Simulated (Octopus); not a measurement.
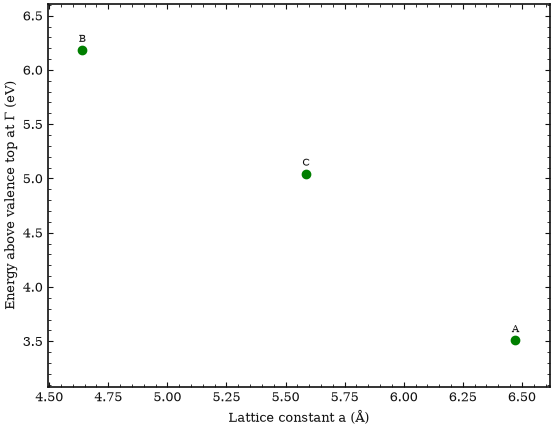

Lowest conduction level at Γ, counted from the valence-band top at Γ, for three rocksalt crystals against the lattice constant, each in its database cell. All by Octopus with PBEsol, without spin-orbit coupling, no moments; potentials: pseudodojo_pbesol (PseudoDojo 0.4, PBEsol).

Q: Which letter is which compound? They are NaCl, NaI and NaF.

A: A is NaI; B is NaF; C is NaCl.

Q: How does the value at Γ change from F to I?

A: NaF 6.18, NaCl 5.04 and NaI 3.51 eV: it falls at each step to the heavier element.

| compound | a (Å) | k mesh | Γ (eV) |
| --- | --- | --- | --- |
| NaF | 4.640 | 10×10×10 | 6.18 |
| NaCl | 5.588 | 8×8×8 | 5.04 |
| NaI | 6.473 | 7×7×7 | 3.51 |

LDA, GGA and most meta-GGA functionals understate gaps. NaCl: the cell is a database's computed one. NaI: spin-orbit coupling is left out, which matters for I. The cells are as the databases list them, so they lie at different pressures for this functional.
